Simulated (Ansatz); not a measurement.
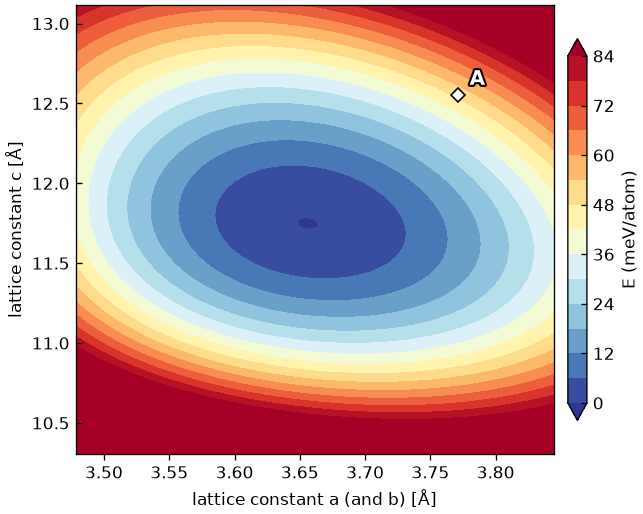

La (P6_3/mmc, No. 194; 4 atoms in the cell). The energy is mapped over the lattice constants a and c of the conventional cell. First axis: lattice constant a (and b). Second axis: lattice constant c. Nothing is relaxed (symmetry fixes all fractional coordinates). Grid: 11 × 11 points. Points are written as (first, second). All energies are given in meV/atom relative to the lowest grid point. Computed with DFT PBEsol, scalar-relativistic, plane waves, PAW (Ansatz). Settings: cutoff 420 eV, k-mesh 12×12×4 in the order of the run's cell vectors, gaussian smearing 0.15 eV, no spin polarisation.

Drawn: filled contours, one colour for all values above the top of the scale, the point A. Between grid points the surface is interpolated.

> Which way does the force act at A, and how strong is it?

A, at (3.771 Å, 12.554 Å), is not a stationary point. The computed force is 310 meV/atom for each Å towards smaller values of lattice constant a (and b) and 74 meV/atom for each Å towards smaller values of lattice constant c.
